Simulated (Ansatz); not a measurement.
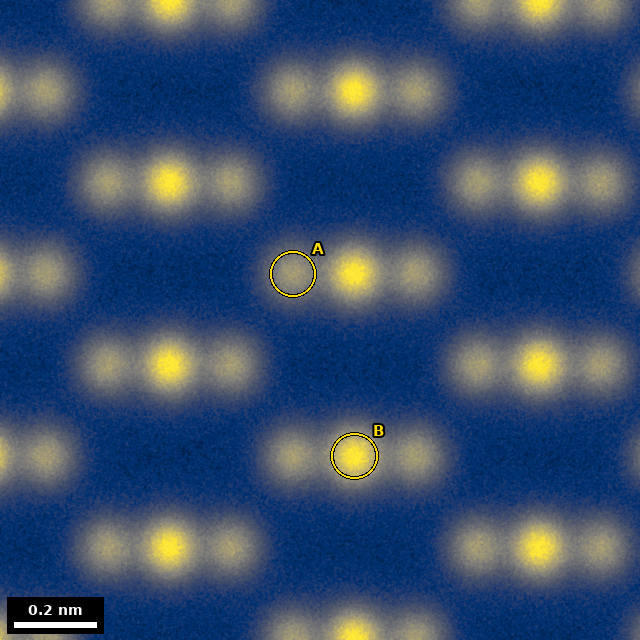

Z-contrast image of Rb (P6_3/mmc, No. 194) along [201]. Simulated incoherent Z contrast: every atom adds Z^1.6 spread by a probe of 1.02 Å full width; channelling and multiple scattering are left out. The probe carries 25 % of its weight in a tail 2.5 times as wide. The display is stretched by a gamma of 0.65; percentages refer to the linear signal. Shot noise was added. Atomic positions: a calculation's starting geometry; the starting structure was generated, so it need not be a known form of this composition.

```cif
data_structure
_symmetry_space_group_name_H-M 'P 1'
_symmetry_Int_Tables_number 1
_cell_length_a 5.2064
_cell_length_b 5.2064
_cell_length_c 17.1826
_cell_angle_alpha 90.000
_cell_angle_beta 90.000
_cell_angle_gamma 120.000
_cell_volume 403.36
loop_
_atom_site_label
_atom_site_type_symbol
_atom_site_fract_x
_atom_site_fract_y
_atom_site_fract_z
_atom_site_occupancy
Rb1 Rb 0.00000 0.00000 0.00000 1
Rb2 Rb 0.00000 0.00000 0.50000 1
Rb3 Rb 0.33333 0.66667 0.25000 1
Rb4 Rb 0.66667 0.33333 0.75000 1
```

### Name the elements in each circled column.

A: Rb (1 Rb per 20.09 Å along the beam; about 50 % of the brightest peak). B: Rb (2 Rb per 20.09 Å along the beam; the brightest kind). Brightness is counted from the darkest point of the image.
